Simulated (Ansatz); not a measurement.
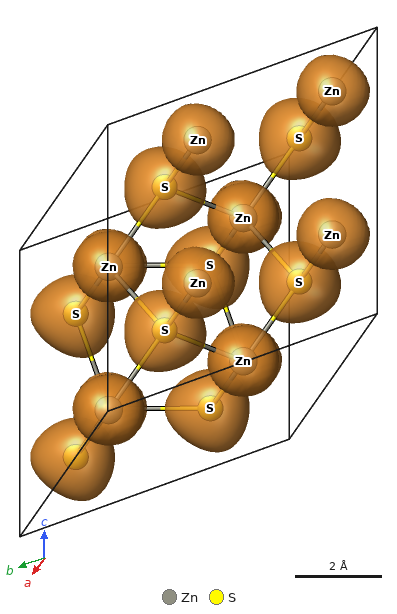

The picture shows: ZnS. Isosurface of the valence electron density at 0.6 e/Å³ (orange), seen at an oblique angle. Sticks mark near contacts.

Space group P6₃mc; a structure from a database of computed crystals, not necessarily the ambient phase.

Theory: DFT PBE, scalar-relativistic, plane waves, PAW (Ansatz 0.2.0).

The density is the valence pseudo-density of a PAW calculation; it isn't the true density close to the nuclei.

Q: How is the density connected at this value?

A: At this value the density breaks into separate islands; it holds about 70 % of the electrons treated as valence. It bridges none of the near contacts. It is pinched off along the sampled Zn–S (2.36 Å) contacts. On the grid the lowest density along these lines, outside the cores, is 0.46 e/Å³ (Zn–S, 2.36 Å).

Q: Metal or insulator at this level of theory?

A: It is gapped, with a Kohn–Sham gap of 2.1 eV on the k-point mesh, an upper bound to the gap of this method.
